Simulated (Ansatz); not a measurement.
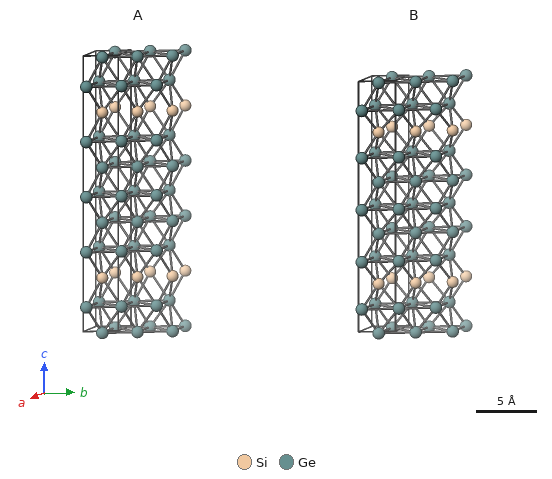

Two geometries of a crystal of SiGe$_{4}$ (a generated structure, set up in P-6m2) (coarse preliminary run), drawn at one scale. One is the start of a relaxation, the other its converged end. A ball-and-stick model of the cell of the calculation, repeated 2 × 3 × 1 with one cell outlined, seen slightly off an axis.

Theory: Ansatz 0.2.0, DFT PBE, scalar-relativistic, plane waves, PAW. Set-up: plane-wave cutoff 420 eV; k-point mesh 6 × 6 × 1; occupations gaussian; smearing width 0.1 eV; no spin polarisation; cell and atoms relaxed; force threshold 0.04 eV/Å; at most 70 steps.

### Which geometry has the lower energy?

Structure B is the relaxed one. After 5 accepted moves (7 points after the start) the energy has fallen by 55.0 meV per atom. Largest force component: 0.43 eV/Å at the start, 0.026 eV/Å at the end. Pressure: −0.03 GPa at the start and 0.01 GPa at the end. The line search rejected the trial step at point 5 of the run. The SCF was repeated once at an unchanged geometry on a basis and grid sized afresh for the cell, which shifted the energy by 0.2 meV per atom at most. The largest moves relative to the cell, 0.17 Å, are those of Ge atoms. Largest moves by element: Ge 0.17 Å, Si 0.05 Å. Cell: a = b 3.006 → 3.169 Å (+5.4 %), c 23.598 → 21.442 Å (−9.1 %). Volume +1.0 %. Near-neighbour distances that change, for instance: Ge–Si 2.929 → 2.720 Å, Ge–Ge 3.006 → 3.169 Å, Ge–Ge 2.929 → 2.865 Å, Ge–Ge 2.929 → 2.899 Å. Among the angles between lasting bonds that change: Ge–Ge–Ge 107.3° → 101.2°, Ge–Ge–Ge 61.7° → 67.2°, Ge–Ge–Ge 61.7° → 66.3°. The space group stays P-6m2 (No. 187). The run took 61 s on 1 thread of Intel(R) Xeon(R) Processor @ 2.70GHz (shared host), peak memory 0.48 GiB.
